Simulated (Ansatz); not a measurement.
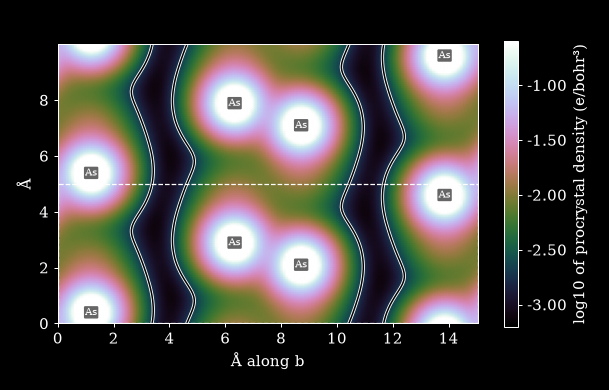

Procrystal electron density of As (Cmce), computed on the section x = 0.000 (parallel to b and c; the dashed line is one cell). It is the sum of the densities of spherically averaged neutral Hartree-Fock atoms, not a self-consistent density. The black line is the 0.002 e/bohr³ contour that bounds the voids.

Origin of the cell: the input geometry of an electronic-structure calculation (not necessarily at equilibrium).

```
As
1.0
     3.68885    0.00000    0.00000
     0.00000   15.04838    0.00000
     0.00000    0.00000    4.99649
As
8
Direct
  0.00000 0.92075 0.92077
  0.50000 0.92075 0.57923
  0.50000 0.57925 0.07923
  0.00000 0.57925 0.42077
  0.50000 0.42075 0.92077
  0.00000 0.42075 0.57923
  0.00000 0.07925 0.07923
  0.50000 0.07925 0.42077
```

Question: What share of the cell is void by this measure?

Answer: The voids take about 17 % of the cell (48 Å³ of 277.4 Å³) and are bounded by about 79 Å² of surface per cell.

Question: What shape does the empty space take in three dimensions?

Answer: Where they connect, they form a two-dimensional network in layers parallel to (010).

Question: How low does the density fall, and where?

Answer: To about 0.00078 e/bohr³ near 0.00, 0.23, 0.67 (fractional), 3.0 Å from the nearest nucleus.

Question: At what density do the voids first join through the crystal?

Answer: At about 0.00079 e/bohr³, as one-dimensional channels along [100].
